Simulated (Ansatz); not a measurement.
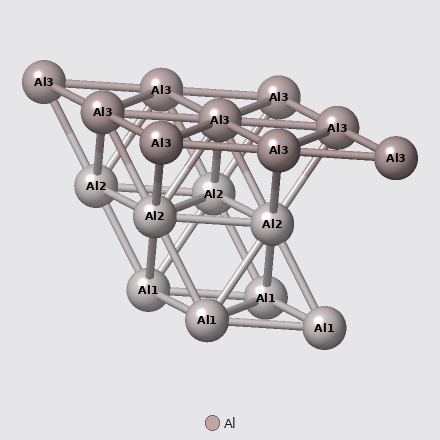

The system is N on an Al(111) slab cut from the Fm-3m phase, its upper half relaxed before the scan (3 atoms of substrate and one adsorbate in a 1 × 1 cell); the picture shows it without the atoms that are moved over the map. N is moved over the surface cell; relaxed at each place: the height of the adsorbate's atoms; substrate rigid; the origin of the map has the adsorbate above Al3. Places are given modulo a cell vector. The map is drawn in real space over the plane of the surface. The grid has 6 × 6 points; 10 points were computed and 26 follow by symmetry. Energies are in eV, from the lowest grid point. With one adsorbate in each 1 × 1 cell, its nearest image is 2.9 Å away, so neighbouring adsorbates interact. Theory: DFT PBE, scalar-relativistic, plane waves, PAW (Ansatz 0.2.0). Settings: cutoff 420 eV, k-mesh 9×9×1, gaussian smearing 0.1 eV, no spin polarisation.

Range: position of N4 along the first surface vector from 0.000 to 0.833; position of N4 along the second surface vector from 0.000 to 0.833.

What landscape does the calculation give?

Answer. The lowest grid point is at a threefold hollow over a second-layer Al atom, (2/6, 4/6) of the cell vectors. There is a further well near a threefold hollow over a third-layer Al atom, (4/6, 2/6) of the cell vectors (0.28 eV above the lowest at that grid point). The highest grid point, the top site over a surface Al atom, (0/6, 0/6) of the cell vectors, lies 4.32 eV above the lowest. On the interpolated surface the easiest way out of the lowest well to the well at a threefold hollow over a third-layer Al atom, (4/6, 2/6) of the cell vectors passes a barrier of about 1.9 eV. At the lowest point the adsorbate has 3 Al at 1.69 Å as nearest neighbours, at the highest 1 Al at 1.84 Å. Its relaxed height above the top atom is 0.36 Å at the lowest and 1.84 Å at the highest point.

```tsv
second ↓, first →	0/6	1/6	2/6	3/6	4/6	5/6
5/6	4.20	3.83	2.36	2.36	3.83	4.20
4/6	3.54	2.36	0.00	2.36	3.54	3.80
3/6	1.94	2.36	2.36	1.94	2.37	2.37
2/6	3.54	3.83	3.54	2.37	0.28	2.37
1/6	4.20	4.20	3.80	2.37	2.37	3.80
0/6	4.32	4.20	3.54	1.94	3.54	4.20
```

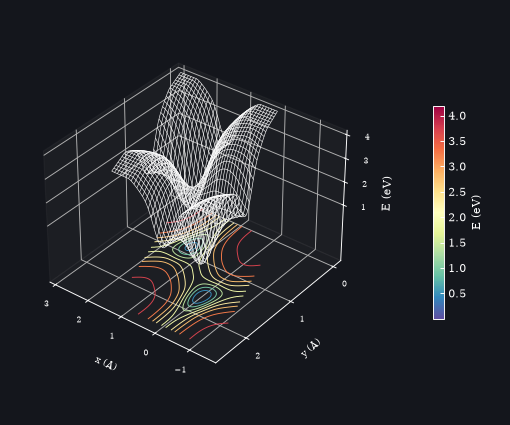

In the figure: a relief with its contours projected below, any walls above the top of the colour scale cut off. Between grid points the surface is interpolated.

Each point was launched as `ansatz run input.yaml --threads 1 --pin off --max-ram 3072MiB --backend cpu --events-out ev --progress --plain --runs-dir out`. The whole map (10 points run) took 6.2 min on 1 thread of Intel(R) Xeon(R) Platinum 8175M CPU @ 2.50GHz (Skylake/Cascade Lake) (shared host).

PAW datasets: the set soft_1.
